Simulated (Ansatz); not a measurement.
# Ti: single-point calculation

System: Ti (slab, 10 atoms in the cell).
Method: DFT PBE, scalar-relativistic, plane waves, PAW, no spin polarisation (Ansatz 0.2.0).

The structure derives from an entry of the Crystallography Open Database. It belongs to a series of runs on one base structure; here: (1 0 1) slab cut from the bulk. Figures and captions count atoms from 1; the log counts them from 0 in places.

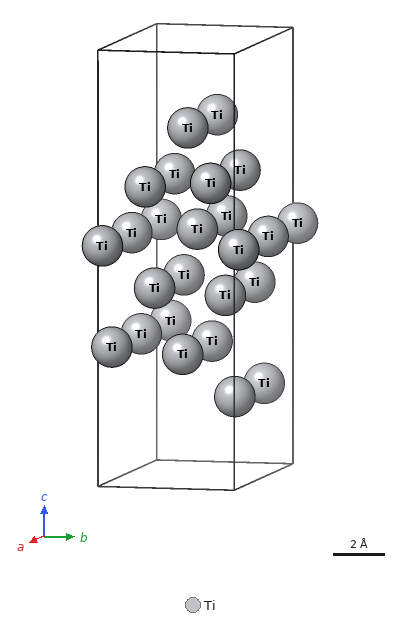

*The structure as given in the input (spheres-only view of the 2 × 1 repeat of the cell, with the vacuum cut short, seen slightly off an axis). An atom can appear more than once, as a periodic image.*

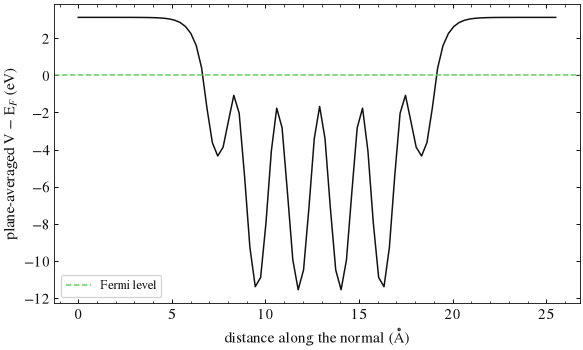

*Plane average of the electrostatic potential energy of an electron across the cell, from the Fermi level.*

The vacuum level lies 3.12 eV above the Fermi level.

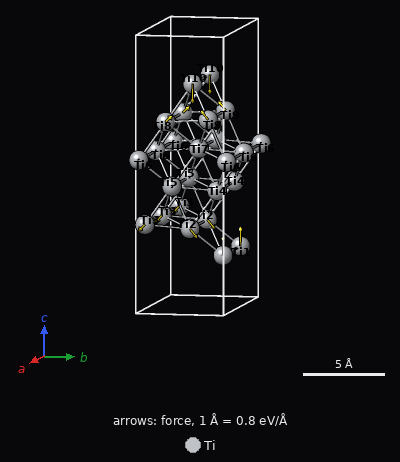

*Forces on the atoms as yellow arrows (ball-and-stick view of the 2 × 1 repeat of the cell, with the vacuum cut short, seen slightly off an axis; atoms are numbered from 1 in the order of the input); the smallest are left out.*

The largest act on Ti1, Ti10 (1.08 eV/Å); Ti2, Ti9 (0.67 eV/Å); Ti3, Ti8 (0.58 eV/Å). The geometry is not a stationary point of this energy.

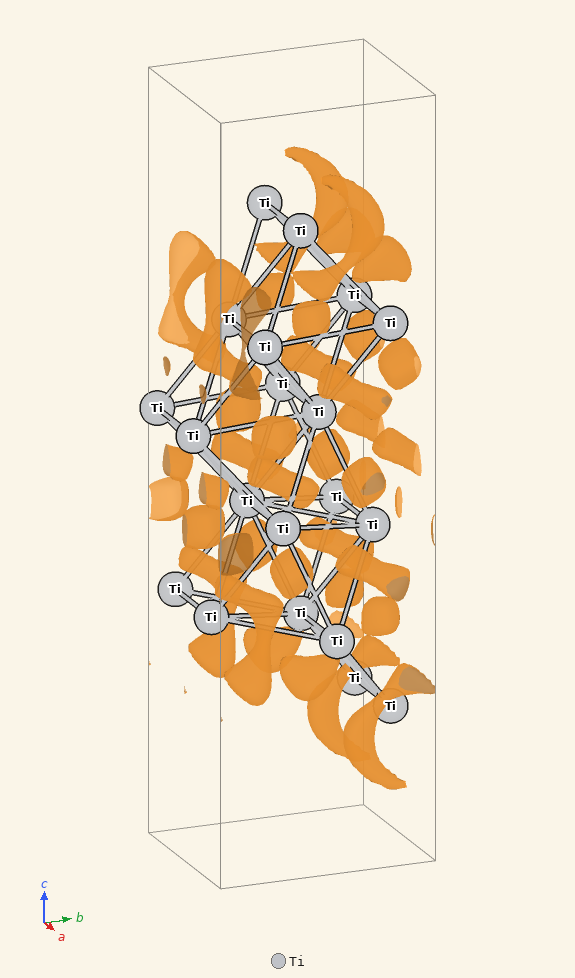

*Isosurface of the ELF at 0.6 (orange), seen slightly off an axis. Only the valence region is drawn (cores and ρ < 0.01 e/Å³ removed). Sticks mark near contacts.*

Profiles from the grid: Ti–Ti (2.88 Å): the ELF is about 0.20 at the midpoint; no localised pair between them. Ti–Ti (2.94 Å): the ELF is about 0.30 at the midpoint; no shared electron pair. In a PAW calculation such maps are meaningful between the atoms, not at the nuclei.

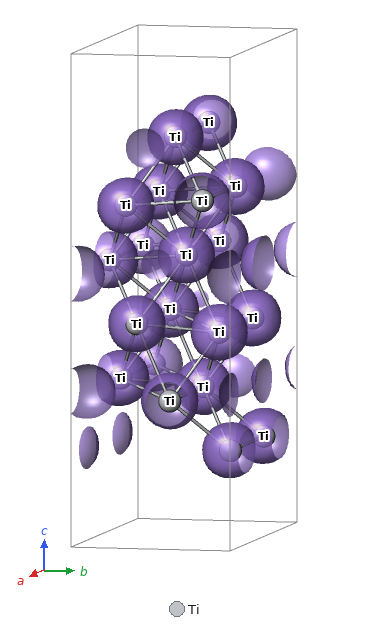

*Isosurface of the valence electron density at 0.4 e/Å³ (purple), seen slightly off an axis. Sticks mark near contacts.*

At this value the density breaks into separate islands; it holds about 75 % of the electrons treated as valence (semicore included). It is pinched off along the Ti–Ti (2.88 Å) and Ti–Ti (2.94 Å) contacts. On the grid the lowest density along these lines, outside the cores, is 0.19 e/Å³ (Ti–Ti, 2.88 Å) and 0.19 e/Å³ (Ti–Ti, 2.94 Å).

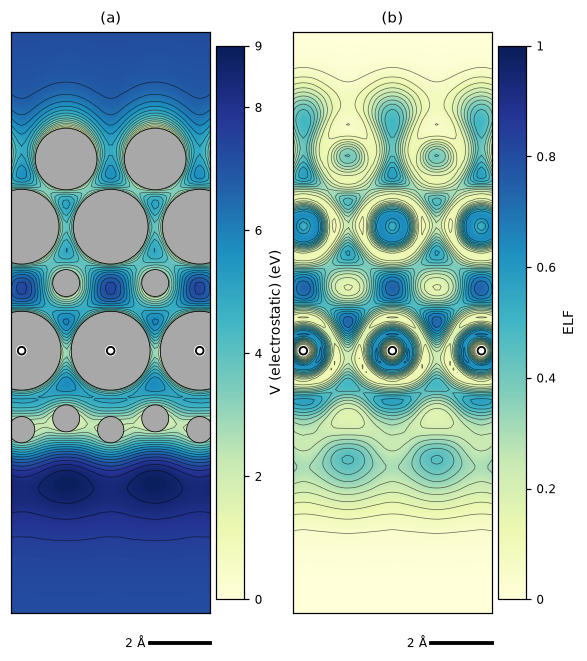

*(a) electrostatic potential (local pseudopotential plus Hartree) felt by an electron; (b) electron localisation function on the (010) plane of the calculation cell, a cut from vacuum to vacuum. Circles mark the nuclei in the plane (Ti). Grey discs, where drawn, cover atomic cores.*

Ti–Ti (2.94 Å): the ELF is about 0.25 at the midpoint (no shared electron pair). The strong features right at Ti lie inside the PAW spheres (semicore, d or f shells) and say nothing about bonding.

These pictures come from the run below.

### Input file
```yaml
crystal:
  lattice:
    - [2.9384580613, 0.0, 0.0]
    - [-1.4692290307, 5.3013487498, 0.0]
    - [0.0, 0.0, 25.790030301]
  atoms:
    - { symbol: Ti, position: [0.4422069682, 0.8844139365, 0.2908100499] }
    - { symbol: Ti, position: [0.7882169229, 0.5764338458, 0.3629445155] }
    - { symbol: Ti, position: [0.0574189138, 0.1148378276, 0.3773714086] }
    - { symbol: Ti, position: [0.4034288685, 0.8068577369, 0.4495058741] }
    - { symbol: Ti, position: [0.6726308594, 0.3452617188, 0.4639327672] }
    - { symbol: Ti, position: [0.018640814, 0.0372816281, 0.5360672328] }
    - { symbol: Ti, position: [0.287842805, 0.5756856099, 0.5504941259] }
    - { symbol: Ti, position: [0.6338527596, 0.2677055192, 0.6226285914] }
    - { symbol: Ti, position: [0.9030547505, 0.8061095011, 0.6370554845] }
    - { symbol: Ti, position: [0.2490647052, 0.4981294104, 0.7091899501] }
basis:
  ecutwfc: 420
kpoints:
  mp_grid: { grid: [12, 7, 1] }
hamiltonian:
  xc: pbe
scf:
  occupations: { method: gaussian, width: 0.1 }
output:
  forces: true
  stress: true
  eigenvalues: true
  write_density: true
  write_potential: true
  elf: true
  volumetric_format: npy
efield:
  axis: 3
  dipole_correction: true
  ramp_width: 0.04
```

Launch command:
```bash
ansatz run input.yaml --threads 1 --pin off --max-ram 2560MiB --backend cpu --events-out ev --progress --plain --runs-dir out
```

### Log
```
Warning: crystal.symmetry: narrowed to the stabiliser of the k-point mesh — unitary ops 2 → 1; excluded 1 operation that carries a point of the 12×7×1 mesh (shift [0, 0, 0]) off the mesh (the run samples exactly the mesh kpoints.mp_grid names, as under crystal.symmetry.detect: false, and its converged state has the mesh's symmetry, not the crystal's; ε∞, the Born charges and the force constants of a linear response (`dielectric:` by the response, `phonons.method: dfpt`) are averaged over those of the crystal's operations that the state keeps within a tolerance, where `mesh_tensors`, `unaveraged_element` or `gamma_mean_max_change_ev_ang2` stands beside them; a row that `dielectric.field_direction` solves alone is averaged likewise, with nothing beside; a Γ-centred mesh of equal divisions is mapped onto itself by every operation and keeps the whole group, as does a half-shifted one under kpoints.further_shifts: images)
Engine: ansatz 0.2.0, x86_64-unknown-linux-gnu
Pseudopotentials: kind: paw
Pseudopotential: Ti, paw, valence charge 12, recommended cutoff 420 eV (normal), Ti.paw.azcp
Functional definition: PBE
  parameter kappa = 0.804
  parameter beta = 0.06672455060314922
  exchange = pbe_x(kappa = kappa, mu = beta*pi^2/3)
  correlation = pbe_c(beta = beta)
Crystal: 10 atoms, lattice volume = 401.752 Å³
Basis set: ecut = 420 eV, 7839 PW (Γ), exchange–correlation on 40×80×360 points (8 copies of the dense FFT grid, shifted against one another)
Bands: 72, of which v1, the nominal top of the filled ones, is band 60 counted from 1 (59 counted from 0)
Symmetry: 1 space group operations
k-points: 43 of 84 (time reversal used)
Non-local potential: Ti, projectors of the file, l = 0: 3, l = 1: 2, l = 2: 3, l = 3: 1
PAW form: soft (Blöchl's): semilocal exchange-correlation on the pseudo side does not see the compensation charge
PAW one-centre angular grid: Ti, 590 points (default); XC on 64 Gauss nodes
Initial density: superposition of atomic densities (neutral atoms: chi_scale 0, normalization atom), corrected by the library's trained network
Initial wavefunctions: pseudopotential atomic-orbital guess
Functional: x = pbe(κ = 0.804, μ = 0.2195149727645171), c = pbe(β = 0.06672455060314922)
SCF iter   1: F=—  HF=-24991.505219 eV  |F-HF|=—  |Δ(HF+E_count)|=         —  Δρ=6.05e-3  dr2=2.47e-1  ethr=1.77e-3  p=0.000 e·Å  D=5.25e-13 V/Å  ΔV_dip=-0.00 eV  dr2_dipole=6.39e-8  V_vac-E_F(+/−)=3.15/3.15 eV  ⟨swp⟩=9.8  Hψ=14998  notcnv=0
efield: sawtooth ramp at fractional position 0.9800 (placed from the atoms, in the widest stretch of the axis that holds none; the zero of the levels goes with the place), width 0.0400; the density the first Hamiltonian is built on has a dipole p = 0.000 e·Å; the dipole correction subtracts the counter field D = 5.25e-13 V/Å, which shifts the + side's vacuum level by -0.00 eV against the − side's; the planar-averaged density in the ramp window peaks in size at 5.2e-5 e/Å³
preconditioner: auto → LDOS  [metal: Δε(μ)=0.003 eV  Ē_g=2.056 eV  σ=0.100 eV  W_gap=0.02  n_scr=52 (ndim 8)  ℏωp=11.7 eV  f_vac=0.475  D(μ)=16.27/eV (n_scr^D=134)  β→1.0]
SCF iter   2: F=—  HF=-24991.495730 eV  |F-HF|=—  |Δ(HF+E_count)|=   9.49e-3  Δρ=2.65e-3  dr2=5.11e-2  ethr=2.06e-4  p=0.000 e·Å  D=6.31e-6 V/Å  ΔV_dip=-0.00 eV  dr2_dipole=7.07e-8  V_vac-E_F(+/−)=3.15/3.15 eV  ⟨swp⟩=2.2  Hψ=4879  notcnv=0  defer=80
SCF iter   3: F=—  HF=-24991.492078 eV  |F-HF|=—  |Δ(HF+E_count)|=   3.65e-3  Δρ=7.81e-4  dr2=7.26e-3  ethr=4.26e-5  p=0.000 e·Å  D=2.40e-6 V/Å  ΔV_dip=-0.00 eV  dr2_dipole=4.14e-7  V_vac-E_F(+/−)=3.14/3.14 eV  ⟨swp⟩=2.0  Hψ=4129  notcnv=0  defer=80
SCF iter   4: F=—  HF=-24991.491991 eV  |F-HF|=—  |Δ(HF+E_count)|=   8.66e-5  Δρ=2.73e-4  dr2=8.51e-4  ethr=6.05e-6  p=-0.000 e·Å  D=-2.59e-6 V/Å  ΔV_dip=0.00 eV  dr2_dipole=1.30e-9  V_vac-E_F(+/−)=3.14/3.14 eV  ⟨swp⟩=2.0  Hψ=3876  notcnv=0  defer=80
SCF iter   5: F=—  HF=-24991.492006 eV  |F-HF|=—  |Δ(HF+E_count)|=   1.43e-5  Δρ=8.42e-5  dr2=8.85e-5  ethr=7.09e-7  p=0.000 e·Å  D=3.07e-7 V/Å  ΔV_dip=-0.00 eV  dr2_dipole=1.49e-8  V_vac-E_F(+/−)=3.13/3.13 eV  ⟨swp⟩=2.1  Hψ=3552  notcnv=0  defer=80
SCF iter   6: F=—  HF=-24991.491929 eV  |F-HF|=—  |Δ(HF+E_count)|=   7.67e-5  Δρ=2.35e-5  dr2=8.36e-6  ethr=7.37e-8  p=-0.000 e·Å  D=-9.11e-7 V/Å  ΔV_dip=0.00 eV  dr2_dipole=6.45e-10  V_vac-E_F(+/−)=3.12/3.12 eV  ⟨swp⟩=2.1  Hψ=4040  notcnv=0  defer=44
SCF iter   7: F=—  HF=-24991.491930 eV  |F-HF|=—  |Δ(HF+E_count)|=   1.26e-6  Δρ=1.12e-5  dr2=1.21e-6  ethr=6.96e-9  p=0.000 e·Å  D=2.49e-7 V/Å  ΔV_dip=-0.00 eV  dr2_dipole=1.15e-9  V_vac-E_F(+/−)=3.12/3.12 eV  ⟨swp⟩=2.3  Hψ=3667  notcnv=0  defer=44
SCF iter   8: F=-24991.491930 eV  HF=-24991.491930 eV  |F-HF|=2.02e-8  |Δ(HF+E_count)|=   1.46e-7  Δρ=3.62e-6  dr2=7.95e-8  ethr=8.33e-11  p=-0.000 e·Å  D=-3.19e-7 V/Å  ΔV_dip=0.00 eV  dr2_dipole=1.33e-9  V_vac-E_F(+/−)=3.12/3.12 eV  ⟨swp⟩=22.5  Hψ=26135  notcnv=0
SCF 1 converged in 8 iterations: F = -24991.491930 eV  dr2 = 7.95e-8
  greatest PAW one-centre occupation: 0.999 electrons in one spin orbital (limit 2), on the Ti atom at site 3 (counted from 0), in its partial waves of l = 0
WARN: The output density's exchange-correlation potential varies sharply where the density is thin. Do not read a vacuum level from v_tot or v_xc, or from such a field of the output density. On a cell that repeats whose density bears no net charge and no dipole along the vacuum's axis use v_es (v_loc + v_h of the components); under efield.dipole_correction with no amplitude use v_es + v_field, which holds any external_charges[].barrier, or the levels of the report's work_function block, which leave it out; under a non-zero efield.amplitude the vacuum is tilted and has no level; on a cell that repeats and bears such a dipole with no correction it is tilted too, and efield.dipole_correction with no amplitude gives each side of its ramp a level where efield: is served; in a cell that repeats whose density bears a net charge (total_charge, or a fill off its count) it is curved and has none; of a slab under crystal.periodic whose density bears no net charge use v_es, which has a level on each side, short of where the two are joined; of another it falls or rises all the way out and has none; of a slab beside external_charges read slab_vacuum_level instead, which it has where they leave it neutral. The grid or the basis barely resolves most such structure, and the values can differ between equally converged runs; as a rule a tighter scf.convergence.dr2_threshold does not remove it. Where the density itself ripples (under the LDA too) a higher basis.ecutwfc lessens it. The files hold the spikes' plane waves up to the density's cutoff. Files: v_tot_of_output_density and the like, and their columns of v_z.tsv (output.write_potential); v_xc_of_output_density and the like, and their columns of v_comp_z.tsv (output.write_potential_components). Measured: with its Gaussian average of σ = 0.25 Å subtracted twice, the exchange-correlation potential is over 0.1 eV at 2872 of the grid points where the equally averaged density (valence and model cores) is under 1e-3 e/Å³, and 0.826 eV at the most among them, at an averaged density of 2.4e-7 e/Å³. The input density's (outcome.potential() and, of a run that writes arrays, v_tot and v_xc) is over 0.1 eV, so measured, at 9 points of its own thin density, 0.165 eV at the most. See output.write_potential in the manual, Limitations
SCF converged after 8 iterations
Free energy (F): -24991.491930 eV
Harris-Foulkes:  -24991.491930 eV  (|F-HF|=2.02e-8)
Internal energy: -24991.408171 eV  (E = F + TS)
E sigma→0 (E₀):  -24991.450051 eV
Entropy (-TS):   -0.083760 eV (-8.376 meV/atom)
Fermi energy:    4.062364 eV
Dipole field:    D = 0.000034 V/Å  (p = 0.000076 e·Å, saw-weighted, corrected)
Work function:   Φ+ = 3.1166 eV   Φ− = 3.1175 eV
Levels:          The Fermi level and band energies are counted from a zero that moves with the ramp; work functions are not
--- Per-component energies (eV) ---
  E_band       = -2691.365588
  E_kinetic    = 2711.682190
  E_local      = -120189.117801  (includes V_loc(G=0)·N_el)
  E_nonlocal   = 86.254308
  E_hartree    = 58809.342452
  E_xc         = -966.469146
  E_vxc        = -1208.231432  (∫ρ·V_xc dr)
  E_paw        = -10476.935904  (= ΣΔE_a)
  E_vpaw       = -1710.579300  (= ΣTr[D̂ρ^β])
  E_aug_tail   = 0.001166  (compensation charges beyond the density's cutoff)
  E_efield     = 0.000000  (sawtooth field / dipole correction)
  E_vefield    = 0.000000  (∫n·V_field dr)
  E_ewald      = 45033.834565
  E_smearing   = -0.083760  (= −TS)
  E_closure    = -0.000000  (closes the sum)
  Σ components = -24991.491930   (vs F -24991.491930, Δ=0.00e0)
--- Forces (eV/Å), atoms counted from 1 ---
  atom   1  Ti     0.00005514     0.00335721     1.08310244
  atom   2  Ti    -0.00024474     0.44431416    -0.50317337
  atom   3  Ti     0.00034107    -0.40532776    -0.41346513
  atom   4  Ti    -0.00037187    -0.06220061    -0.02241062
  atom   5  Ti     0.00068803     0.05944294    -0.06010238
  atom   6  Ti    -0.00068795    -0.05944641     0.06008683
  atom   7  Ti     0.00037218     0.06219688     0.02238276
  atom   8  Ti    -0.00034130     0.40537105     0.41345608
  atom   9  Ti     0.00024451    -0.44435412     0.50323190
  atom  10  Ti    -0.00005501    -0.00335653    -1.08312514
  max |Σ_I F_I| component: 1.66e-5 eV/Å
--- Stress (GPa, compression-positive) ---
       -1.704026       0.001067      -0.000528
        0.001067      -2.162134      -0.224254
       -0.000528      -0.224255      -2.131208
  P = ⅓ Tr σ = -1.9991 GPa (-19.991 kbar)
--- Band table (eV; the first three rows and the last of 43) ---
  k-point 0: bands = ["-53.0983", "-53.0983", "-52.7360", "-52.7008", "-52.6564", "-52.6335", "-52.6094", "-52.6076", "-52.6052", "-52.5962", "-29.5197", "-29.5190", "-29.4350", "-29.4346", "-29.2948", "-29.2169", "-29.1989", "-29.1806", "-29.1282", "-29.0485", "-29.0484", "-29.0152", "-28.8814", "-28.8454", "-28.8294", "-28.8257", "-28.7883", "-28.7735", "-28.7695", "-28.7502", "-28.7498", "-28.7447", "-28.7242", "-28.7155", "-28.6785", "-28.6776", "-28.6737", "-28.6396", "-28.6304", "-28.6033", "-1.7702", "-0.9253", "0.1150", "1.0305", "1.6070", "1.6641", "1.8630", "1.8726", "2.0934", "2.1275", "2.9738", "3.0004", "3.1530", "3.2537", "3.5171", "3.7447", "4.0680", "4.0935", "4.1085", "4.1635", "4.4564", "4.5370", "4.6724", "4.7445", "4.8082", "4.9698", "5.0479", "5.0921", "5.1444", "5.1603", "5.1972", "5.2327"]
  k-point 1: bands = ["-53.0982", "-53.0982", "-52.7314", "-52.6973", "-52.6545", "-52.6361", "-52.6193", "-52.6128", "-52.6038", "-52.5902", "-29.5173", "-29.5167", "-29.4355", "-29.4349", "-29.2767", "-29.2168", "-29.1725", "-29.1611", "-29.1141", "-29.0487", "-29.0487", "-29.0152", "-28.9207", "-28.8494", "-28.8322", "-28.8135", "-28.8030", "-28.7796", "-28.7748", "-28.7461", "-28.7439", "-28.7344", "-28.7328", "-28.7099", "-28.7068", "-28.6760", "-28.6670", "-28.6584", "-28.6313", "-28.6062", "-1.6413", "-0.8070", "0.2140", "1.0992", "1.4222", "1.5668", "1.7705", "1.8676", "2.0235", "2.2754", "2.9160", "3.0321", "3.1020", "3.3550", "3.4438", "3.7287", "3.9527", "4.1633", "4.1815", "4.2023", "4.4116", "4.4426", "4.6622", "4.7140", "4.8149", "4.9014", "4.9021", "4.9800", "5.0216", "5.1021", "5.1317", "5.1654"]
  k-point 2: bands = ["-53.0981", "-53.0981", "-52.7186", "-52.6873", "-52.6524", "-52.6479", "-52.6310", "-52.6189", "-52.6049", "-52.5848", "-29.5120", "-29.5117", "-29.4366", "-29.4359", "-29.2280", "-29.1989", "-29.1224", "-29.1088", "-29.0773", "-29.0492", "-29.0491", "-29.0169", "-28.9649", "-28.8905", "-28.8638", "-28.8216", "-28.8187", "-28.7849", "-28.7694", "-28.7617", "-28.7533", "-28.7435", "-28.7297", "-28.7175", "-28.7082", "-28.6926", "-28.6695", "-28.6677", "-28.6340", "-28.6145", "-1.2667", "-0.4676", "0.4834", "0.8093", "1.2337", "1.2799", "1.6412", "1.9653", "2.0990", "2.2862", "2.7541", "2.9810", "3.2197", "3.3162", "3.4919", "3.6917", "3.8339", "4.1348", "4.2665", "4.3048", "4.3399", "4.4281", "4.5228", "4.6108", "4.7273", "4.7541", "4.8104", "4.8242", "4.8334", "4.8998", "5.0324", "5.0570"]
  k-point 42: bands = ["-53.0612", "-53.0612", "-52.6400", "-52.6256", "-52.6232", "-52.6168", "-52.5949", "-52.5941", "-52.5849", "-52.5838", "-29.4631", "-29.4628", "-29.3966", "-29.3964", "-29.3897", "-29.3891", "-29.2216", "-29.1931", "-29.1748", "-29.1501", "-29.1077", "-29.0913", "-29.0768", "-29.0413", "-29.0014", "-28.9431", "-28.9118", "-28.8996", "-28.8766", "-28.8554", "-28.8446", "-28.8153", "-28.8090", "-28.8025", "-28.7870", "-28.7703", "-28.7586", "-28.7464", "-28.7400", "-28.7120", "1.6176", "1.7266", "1.8069", "1.8697", "1.9838", "2.1788", "2.2814", "2.3479", "2.4536", "2.7983", "2.9560", "3.0617", "3.1073", "3.2376", "3.2699", "3.3260", "3.3924", "3.5889", "3.6323", "3.7707", "3.8316", "4.2755", "4.3921", "4.4628", "4.4893", "4.5606", "4.6845", "4.8092", "5.0572", "5.1992", "5.2351", "5.2740"]
```

### Results in brief

- outcome: converged
- electrons treated: 120
- free energy: −24991.4919 eV
- work function, top face: 3.12 eV
- work function, bottom face: 3.12 eV
- Fermi energy: 4.062 eV
- gap on the k-point mesh: none (metallic)
- work function (upper face): 3.12 eV
- largest force (length of the vector): 1.083 eV/Å
- hardware: 1 thread of Oxide Virtual Turin-like (Zen 5), 32 GiB of memory available, shared host
- wall time: 2 min
- peak memory: 1.1 GiB

### Remarks

Warnings of the run: the k-point mesh lowers the symmetry that the run can use; the exchange-correlation potential is rough where the density is thin.
